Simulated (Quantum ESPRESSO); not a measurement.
**MoS₂: 7 runs along one coordinate**

System: MoS₂ (R-3m, 3 atoms in the cell).
Method: Kohn-Sham DFT of a periodic cell, PBEsol, GBRV 1.5 PBEsol, no spin polarisation (Quantum ESPRESSO 7.5).

The 7 runs differ only in the geometry, by an even scaling of the cell at fixed fractional positions. The structure derives from an entry of the Crystallography Open Database.

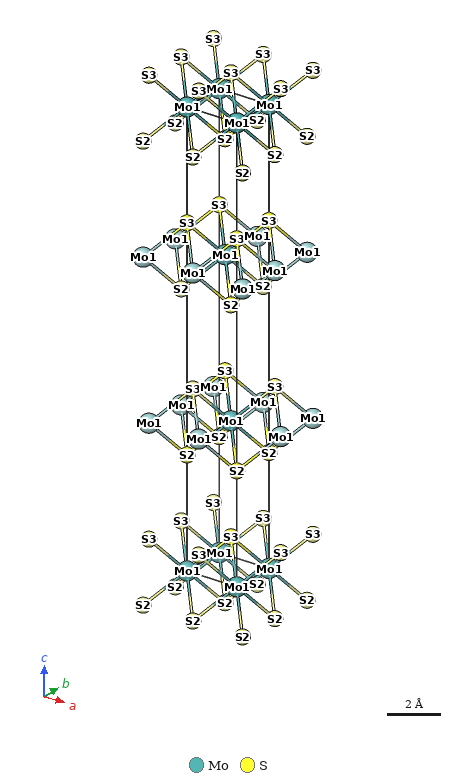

Figure 1. The structure of run 4 (ball-and-stick view of the cell 3 times as large as that of the calculation, set on its symmetry axes, seen slightly off an axis; neighbours outside the cell are drawn fainter; atoms are numbered from 1 in the order of the input). An atom can appear more than once, as a periodic image.

### Input of run 4
```
&CONTROL
  calculation = 'scf'
  prefix = 'pwscf'
  outdir = './tmp'
  pseudo_dir = './pseudo'
  tprnfor = .true.
  tstress = .true.
  disk_io = 'low'
/
&SYSTEM
  ibrav = 0
  celldm(1) = 8
  nat = 3
  ntyp = 2
  ecutwfc = 45
  ecutrho = 360
  nbnd = 20
  occupations = 'smearing'
  smearing = 'fd'
  degauss = 0.00367493
/
&ELECTRONS
  conv_thr = 6d-10
  electron_maxstep = 120
  mixing_beta = 0.5
/
ATOMIC_SPECIES
Mo    95.9500 mo_pbesol_v1.uspp.F.UPF
S     32.0600 s_pbesol_v1.4.uspp.F.UPF
CELL_PARAMETERS alat
  0.3745200963243   0.2162292784297   1.4444586191328
 -0.3745200963243   0.2162292784297   1.4444586191328
  0.0000000000000  -0.4324585568594   1.4444586191328
ATOMIC_POSITIONS crystal
Mo     0.0000000000    0.0000000000    0.0000000000
S      0.2500000000    0.2500000000    0.2500000000
S      0.7500000000    0.7500000000    0.7500000000
K_POINTS automatic
10 10 10 0 0 0
```

### File pp_density.in of run 4
```
&INPUTPP
  prefix = 'pwscf'
  outdir = './tmp'
  filplot = 'density.dat'
  plot_num = 0
/
&PLOT
  nfile = 1
  filepp(1) = 'density.dat'
  iflag = 3
  output_format = 6
  fileout = 'density.cube'
/
```

### File pp_potential.in of run 4
```
&INPUTPP
  prefix = 'pwscf'
  outdir = './tmp'
  filplot = 'potential.dat'
  plot_num = 11
/
&PLOT
  nfile = 1
  filepp(1) = 'potential.dat'
  iflag = 3
  output_format = 6
  fileout = 'potential.cube'
/
```

Command:
```bash
OMP_NUM_THREADS=1 mpirun -n 2 pw.x -nk 2 -in pw.in > pw.out
OMP_NUM_THREADS=1 mpirun -n 1 pp.x -in pp_density.in > pp_density.out
OMP_NUM_THREADS=1 mpirun -n 1 pp.x -in pp_potential.in > pp_potential.out
```

Lattice vectors (Å) and fractional positions of run 4:
```
   1.585500    0.915389    6.114997
  -1.585500    0.915389    6.114997
   0.000000   -1.830778    6.114997
Mo  0.000000  0.000000  0.000000
S   0.250000  0.250000  0.250000
S   0.750000  0.750000  0.750000
```

Run 5 has the same physical settings and fractional positions; its lattice vectors (Å) are:
```
   1.596000    0.921451    6.155495
  -1.596000    0.921451    6.155495
   0.000000   -1.842902    6.155495
```

### Results, with one run withheld

```csv
run,volume per atom (Å³),"free energy per atom, from the lowest run given (meV)",pressure (GPa)
1,16.685,52.65,13.60
2,17.040,26.79,9.51
3,17.395,9.53,5.84
4,17.750,0.00,2.53
5,18.105,?,?
6,18.460,1.13,−3.12
7,18.815,10.46,−5.53
```

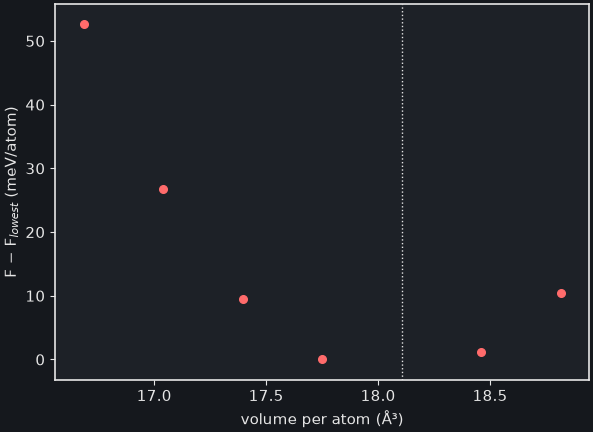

Figure 2. Free energy per atom of the runs given; the dotted line marks run 5.

Fit the runs given and predict run 5.

A cubic polynomial in V^(−2/3) (the Birch–Murnaghan form), fitted to the 6 runs given, misses them by under 0.01 meV per atom. With x = V^(−2/3) − 0.14743 Å⁻², it reads F = 1.6157 + 3850.1 x + 8.8093e+05 x² + 1.0432e+06 x³ (meV per atom). At run 5 it gives −2.57 meV per atom, and the run itself gives −2.57. The slope of the fit gives a pressure −dF/dV of −0.30 GPa there, and the run prints −0.45 GPa. The two needn't agree exactly: the fit is approximate, and the printed stress is taken on a finite basis. The fit has its minimum at 18.067 Å³ per atom, where V d²F/dV² gives 145 GPa. Cell shape and fractional positions are held, so this is the stiffness under even scaling; the relaxed bulk modulus wasn't computed and can be far lower in a crystal of layers, chains or molecules like this one.

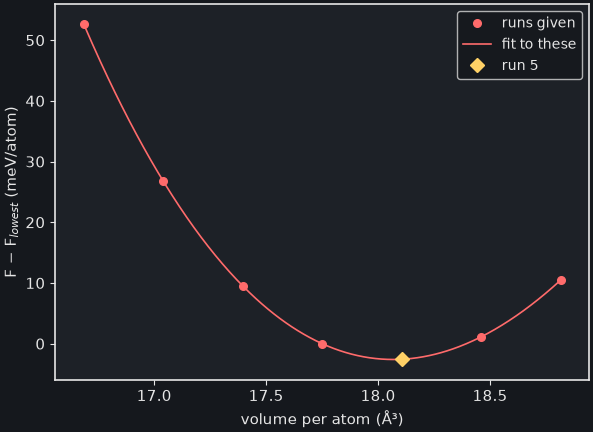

Figure 3. The fit and the withheld run.

### Some lines of the output (run 5)
```
[...]
     number of k points=   116  Fermi-Dirac smearing, width (Ry)=  0.0037
     total energy              =    -187.49360087 Ry
     total energy              =    -187.49426108 Ry
     total energy              =    -187.50885044 Ry
     total energy              =    -187.51449560 Ry
     total energy              =    -187.51459263 Ry
     total energy              =    -187.51460463 Ry
     total energy              =    -187.51460607 Ry
     total energy              =    -187.51460609 Ry
     the Fermi energy is    10.8943 ev
!    total energy              =    -187.51460609 Ry
     The total energy is F=E-TS. E is the sum of the following terms:
     Computing stress (Cartesian axis) and pressure
          total   stress  (Ry/bohr**3)                   (kbar)     P=       -4.48
```
